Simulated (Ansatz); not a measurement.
**Two runs on NaCl**

System: NaCl (I4/mmm, 2 atoms in the cell).
Method of run 1: DFT, r2SCAN, plane waves, PAW, no spin polarisation (Ansatz 0.2.0).

The structure was built on a prototype by a generator. The geometry comes from this level: r2SCAN (a point of a series of strains). Text and figures count atoms from 1; the logs count them from 0 in places.

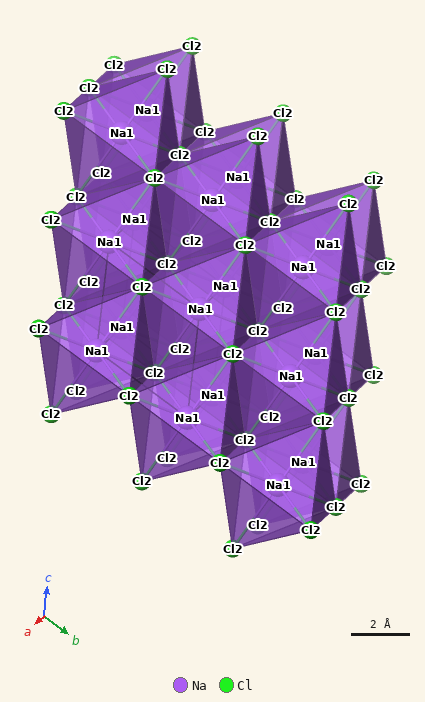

**Figure 1.** The structure (polyhedral view of the reduced cell, repeated 1 × 2 × 2, seen slightly off an axis; polyhedra are completed across the faces of the cell; atoms are numbered from 1 in the order of the input).

## The input, run 1
```yaml
crystal:
  lattice:
    - [0.0, 2.8026988303, 2.8696833324]
    - [2.8026988303, 0.0, 2.8696833324]
    - [2.8026988303, 2.8026988303, 0.0]
  atoms:
    - { symbol: Na, position: [0.0, 0.0, 0.0] }
    - { symbol: Cl, position: [0.5, 0.5, 0.5] }
kpoints:
  mp_grid: { grid: [8, 8, 8] }
  band_path:
    path:
      - [0.0, 0.0, 0.0]
      - [0.5, 0.0, 0.5]
      - [0.625, 0.25, 0.625]
      - [0.375, 0.375, 0.75]
      - [0.5, 0.5, 0.5]
      - [0.5, 0.25, 0.75]
    npoints: 1
hamiltonian:
  xc: r2scan
scf:
  occupations: { method: fixed }
  n_extra_bands: 4
output:
  forces: true
  stress: true
  eigenvalues: true
```

Command:
```bash
ansatz run input.yaml --threads 4 --pin off --max-ram 3686MiB --backend cpu --events-out ev --progress --plain --runs-dir out
```

Hardware: 4 threads of an Arm (aarch64) CPU, shared host.

## Output, shortened to warnings, some set-up lines, iterations and results (run 1)
```
Basis set: ecut = 500 eV, 1163 PW (Γ), exchange–correlation on 120×120×120 points (64 copies of the dense FFT grid, shifted against one another)
Symmetry: 16 space group operations
k-points: 59 of 512
Initial density: superposition of atomic densities (neutral atoms: chi_scale 0, normalization atom), corrected by the library's trained network
[...]
SCF iter   1: F=—  HF=-2576.314451 eV  |F-HF|=—  |Δ(HF+E_count)|=         —  Δρ=7.15e-3  dr2=1.03e-2  dr2_τ=1.78e-3  ethr=1.77e-3  ⟨swp⟩=4.7  Hψ=3650  notcnv=0  defer=110
SCF iter   2: F=—  HF=-2576.323446 eV  |F-HF|=—  |Δ(HF+E_count)|=   8.99e-3  Δρ=1.95e-3  dr2=8.88e-4  dr2_τ=2.14e-4  ethr=6.41e-5  ⟨swp⟩=2.3  Hψ=1808  notcnv=0  defer=111
SCF iter   3: F=—  HF=-2576.323570 eV  |F-HF|=—  |Δ(HF+E_count)|=   1.24e-4  Δρ=6.26e-4  dr2=1.06e-4  dr2_τ=1.92e-5  ethr=5.55e-6  ⟨swp⟩=2.6  Hψ=1188  notcnv=0  defer=117
SCF iter   4: F=—  HF=-2576.323580 eV  |F-HF|=—  |Δ(HF+E_count)|=   1.07e-5  Δρ=2.70e-4  dr2=1.22e-5  dr2_τ=1.68e-6  ethr=6.62e-7  ⟨swp⟩=2.2  Hψ=900  notcnv=0  defer=79
SCF iter   5: F=—  HF=-2576.323587 eV  |F-HF|=—  |Δ(HF+E_count)|=   6.54e-6  Δρ=1.32e-5  dr2=4.43e-8  dr2_τ=9.28e-9  ethr=7.64e-8  ⟨swp⟩=3.0  Hψ=1180  notcnv=0
SCF iter   6: F=-2576.323587 eV  HF=-2576.323587 eV  |F-HF|=1.60e-9  |Δ(HF+E_count)|=   1.43e-8  Δρ=2.34e-6  dr2=3.05e-9  dr2_τ=1.72e-10  ethr=2.77e-10  ⟨swp⟩=4.0  Hψ=3605  …
SCF 1 converged in 6 iterations: F = -2576.323587 eV  dr2 = 3.05e-9
NSCF: frozen V_eff on 6 k-points
SCF converged after 6 iterations
Free energy (F): -2576.323587 eV
Harris-Foulkes:  -2576.323587 eV  (|F-HF|=1.60e-9)
Internal energy: -2576.323587 eV  (E = F + TS)
E sigma→0 (E₀):  -2576.323587 eV
Fermi energy:    0.648715 eV
--- Per-component energies (eV) ---
  E_band       = -251.057410
  E_kinetic    = 282.586426
  E_local      = -1534.504197  (includes V_loc(G=0)·N_el)
  E_nonlocal   = 144.174477
  E_hartree    = 541.994262
  E_xc         = -141.680487
  E_vxc        = -191.192027  (∫ρ·V_xc dr)
  E_paw        = -934.358094  (= ΣΔE_a)
  E_vpaw       = -48.301115  (= ΣTr[D̂ρ^β])
  E_aug_tail   = 0.000030  (compensation charges beyond the density's cutoff)
  E_vtau       = 12.191176  (kinetic-family band-sum trace: ∫τ·v_τ [+ j·A + Jᵃ·Aᵃ] dr)
  E_ewald      = -934.373330
  E_core_change = -0.162674  (= ΣΔE_core)
  E_smearing   = -0.000000  (= −TS)
  E_closure    = -0.000000  (closes the sum)
  Σ components = -2576.323587   (vs F -2576.323587, Δ=0.00e0)
--- Forces (eV/Å), atoms counted from 1 ---
  atom   1  Na    -0.00000000     0.00000000     0.00000000
  atom   2  Cl     0.00000000    -0.00000000    -0.00000000
  max |Σ_I F_I| component: 1.03e-29 eV/Å
--- Stress (GPa, compression-positive) ---
       -0.227141       0.000000      -0.000000
        0.000000      -0.227141      -0.000000
       -0.000000      -0.000000      -1.178243
  P = ⅓ Tr σ = -0.5442 GPa (-5.442 kbar)
```

For run 2 the input was changed thus:
```diff
-  xc: r2scan
+  xc: pbe
-  occupations: { method: fixed }
+  occupations: { method: fermi_dirac, width: 0.02 }
```

Predict how the results change.

The total energies belong to different methods, so their difference says nothing on which is more stable or more accurate. The gap on the mesh goes from 5.87 to 5.08 eV. The pressure goes from −0.54 to 0.65 GPa. The functional changes from r2SCAN to PBE. The SCF takes 7 iterations against 6. The default cutoff goes from 500 to 420 eV with the change. The plane waves at Γ go from 1163 to 909.

## Output, shortened to warnings, some set-up lines, iterations and results (run 2)
```
Basis set: ecut = 420 eV, 909 PW (Γ), exchange–correlation on 54×54×54 points (8 copies of the dense FFT grid, shifted against one another)
Symmetry: 16 space group operations
k-points: 59 of 512
Initial density: superposition of atomic densities (neutral atoms: chi_scale 0, normalization atom), corrected by the library's trained network
[...]
SCF iter   1: F=—  HF=-2569.550976 eV  |F-HF|=—  |Δ(HF+E_count)|=         —  Δρ=9.31e-4  dr2=5.47e-4  ethr=1.77e-3  ⟨swp⟩=6.0  Hψ=4155  notcnv=0
SCF iter   2: F=—  HF=-2569.551087 eV  |F-HF|=—  |Δ(HF+E_count)|=   1.10e-4  Δρ=1.05e-3  dr2=7.56e-4  ethr=3.42e-6  ⟨swp⟩=2.0  Hψ=1714  notcnv=0
SCF iter   3: F=—  HF=-2569.550884 eV  |F-HF|=—  |Δ(HF+E_count)|=   2.02e-4  Δρ=5.22e-4  dr2=1.94e-4  ethr=3.42e-6  ⟨swp⟩=2.0  Hψ=811  notcnv=0
SCF iter   4: F=—  HF=-2569.550825 eV  |F-HF|=—  |Δ(HF+E_count)|=   5.91e-5  Δρ=1.90e-4  dr2=2.63e-5  ethr=1.21e-6  ⟨swp⟩=2.2  Hψ=845  notcnv=0
SCF iter   5: F=—  HF=-2569.550857 eV  |F-HF|=—  |Δ(HF+E_count)|=   3.23e-5  Δρ=4.53e-5  dr2=1.48e-6  ethr=1.64e-7  ⟨swp⟩=2.0  Hψ=911  notcnv=0
SCF iter   6: F=—  HF=-2569.550857 eV  |F-HF|=—  |Δ(HF+E_count)|=   3.72e-7  Δρ=1.84e-5  dr2=2.42e-7  ethr=9.27e-9  ⟨swp⟩=2.3  Hψ=881  notcnv=0
SCF iter   7: F=-2569.550857 eV  HF=-2569.550857 eV  |F-HF|=2.10e-8  |Δ(HF+E_count)|=   7.02e-8  Δρ=6.37e-6  dr2=2.88e-8  ethr=6.25e-10  ⟨swp⟩=4.0  Hψ=2084  notcnv=0
SCF 1 converged in 7 iterations: F = -2569.550857 eV  dr2 = 2.88e-8
NSCF: frozen V_eff on 6 k-points
SCF converged after 7 iterations
Free energy (F): -2569.550857 eV
Harris-Foulkes:  -2569.550857 eV  (|F-HF|=2.10e-8)
Internal energy: -2569.550857 eV  (E = F + TS)
E sigma→0 (E₀):  -2569.550857 eV
Fermi energy:    3.627260 eV
--- Per-component energies (eV) ---
  E_band       = -235.290654
  E_kinetic    = 283.058811
  E_local      = -1532.600262  (includes V_loc(G=0)·N_el)
  E_nonlocal   = 143.571289
  E_hartree    = 540.409689
  E_xc         = -147.074995
  E_vxc        = -173.361973  (∫ρ·V_xc dr)
  E_paw        = -922.542125  (= ΣΔE_a)
  E_vpaw       = -36.780591  (= ΣTr[D̂ρ^β])
  E_aug_tail   = 0.000066  (compensation charges beyond the density's cutoff)
  E_ewald      = -934.373330
  E_smearing   = -0.000000  (= −TS)
  E_closure    = 0.000000  (closes the sum)
  Σ components = -2569.550857   (vs F -2569.550857, Δ=0.00e0)
--- Forces (eV/Å), atoms counted from 1 ---
  atom   1  Na     0.00000000     0.00000000     0.00000000
  atom   2  Cl     0.00000000    -0.00000000    -0.00000000
  max |Σ_I F_I| component: 1.18e-29 eV/Å
--- Stress (GPa, compression-positive) ---
        0.954399       0.000000      -0.000000
        0.000000       0.954399      -0.000000
       -0.000000      -0.000000       0.029816
  P = ⅓ Tr σ = 0.6462 GPa (6.462 kbar)
```

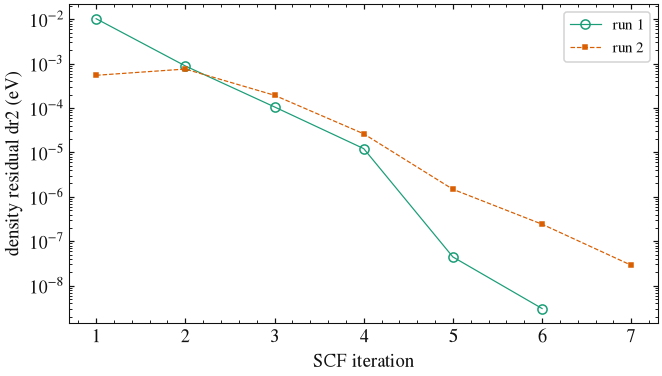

**Figure 2.** Convergence of the two runs: density residual dr2 against the SCF iteration. Run 1 takes 6 iterations in all, and run 2 takes 7.

## The two runs side by side

```tsv
quantity	run 1	run 2
outcome	converged	converged
free energy per atom (eV)	−1288.1618	−1284.7754
gap on the mesh (eV)	5.87	5.08
pressure (GPa)	−0.54	0.65
largest force (eV/Å)	0.000	0.000
SCF iterations	6	7
irreducible k-points	59	59
plane waves at Γ	1163	909
wall time (shared host)	1.7 s	0.85 s
```
